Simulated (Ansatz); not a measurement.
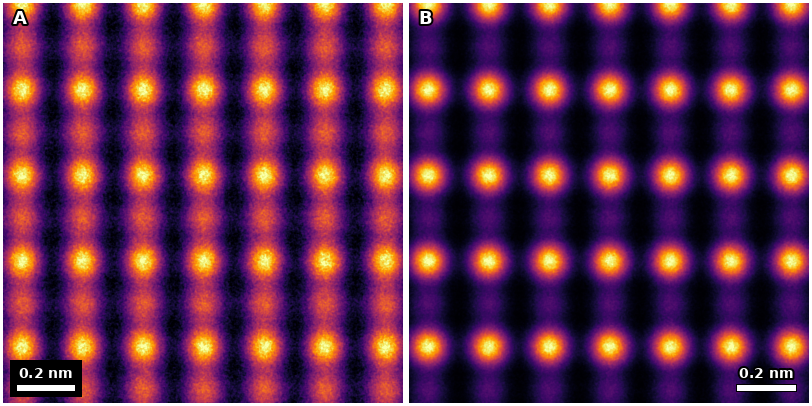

Two simulated images of the same area of AlCu (Pm-3m, No. 221) along [110], with a probe of 1.03 Å. One is incoherent Z contrast (Z^1.8 per atom), the other the projected potential of neutral atoms blurred by the probe (iDPC-like, thin sample). Brightness is counted from the darkest point of the image. Shot noise was added. Model: the geometry given to an electronic-structure calculation, possibly off equilibrium.

Q: Which panel is which, and how can one tell?

B is the Z-contrast image and A the potential image. The columns of 1 Al per repeat reach about 23 % of the brightest peak (1 Cu) in B but about 63 % in A, mainly since the potential grows much more slowly with atomic number.
